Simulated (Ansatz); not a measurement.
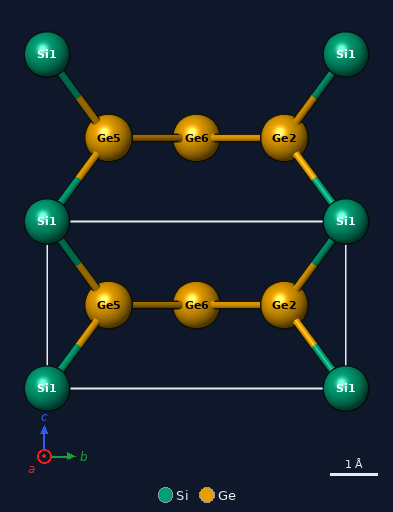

Solid SiGe$_{5}$ (a generated structure, set up in P4/mmm) (coarse preliminary run), before the relaxation. The picture is a ball-and-stick view of the cell of the calculation, repeated 1 × 1 × 2 with one cell outlined, seen along the a axis.

The calculation used DFT PBE, scalar-relativistic, plane waves, PAW in Ansatz 0.2.0.

Input
```yaml
crystal:
  lattice:
    - [6.4696992296, 0.0, 0.0]
    - [0.0, 6.4696992296, 0.0]
    - [0.0, 0.0, 3.6157052365]
  atoms:
    - { symbol: Si, position: [0.0, 0.0, 0.0] }
    - { symbol: Ge, position: [0.794116384, 0.794116384, 0.5] }
    - { symbol: Ge, position: [0.205883616, 0.205883616, 0.5] }
    - { symbol: Ge, position: [0.205883616, 0.794116384, 0.5] }
    - { symbol: Ge, position: [0.794116384, 0.205883616, 0.5] }
    - { symbol: Ge, position: [0.5, 0.5, 0.5] }
basis:
  ecutwfc: 420
kpoints:
  mp_grid: { grid: [4, 4, 6] }
hamiltonian:
  xc: pbe
scf:
  occupations: { method: gaussian, width: 0.1 }
  lower_state_search: "off"
output:
  forces: true
  stress: true
  eigenvalues: true
relax:
  adjacent_minimum: "off"
  f_tol: 0.04
  max_steps: 70
  cell: { stress_tol: 0.4 }
```

Launched with:
```bash
ansatz run input.yaml --threads 1 --pin off --max-ram 2560MiB --backend cpu --events-out ev --progress --plain --runs-dir out
```

**What does the optimiser find from here?**

The largest moves relative to the cell, 0.016 Å, are those of Ge2, Ge3, Ge4 and Ge5. Ge3 goes along [−1 −1 0]. Si stays in place. The volume changes by +1.0 %, with a = b 6.470 → 6.447 Å (−0.3 %), c 3.616 → 3.678 Å (+1.7 %). Among the contacts that change: Ge2–Ge4 2.664 → 2.632 Å, Ge2–Ge6 2.691 → 2.698 Å, Si1–Ge2 2.611 → 2.616 Å. The space group stays P4/mmm (No. 123). After 1 accepted move (2 points after the start) the energy has fallen by 11.6 meV per cell of the calculation. The largest force component goes from 0.092 to 0.024 eV/Å. The pressure goes from −0.02 to 0.17 GPa. At 1 point the geometry stayed and the basis and grid were re-selected for the new cell (energy shift of 0.2 meV per cell of the calculation at most each time). The run took 36 s on 1 thread of Arm Neoverse V1 (shared host), peak memory 0.45 GiB.

History of the run:

```
step  E − E(0), meV/atom  largest force component, eV/Å  pressure, GPa  volume, Å³/atom                      note
   0                0.00                         0.0923          -0.02           25.224                          
   1               -1.90                         0.0245           0.17           25.485                          
   2               -1.93                         0.0244           0.17           25.485  same geometry, new basis
```

The structure at the end:

```xyz
6
Lattice="6.4475 0.0000 0.0000 0.0000 6.4475 0.0000 0.0000 0.0000 3.6784" Properties=species:S:1:pos:R:3 pbc="T T T"
Si    6.4475    6.4475    0.0000
Ge    5.1316    5.1316    1.8392
Ge    1.3159    1.3159    1.8392
Ge    1.3159    5.1316    1.8392
Ge    5.1316    1.3159    1.8392
Ge    3.2237    3.2237    1.8392
```

The end point in the same view:

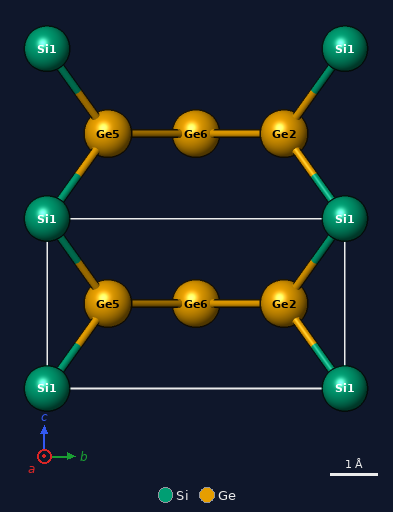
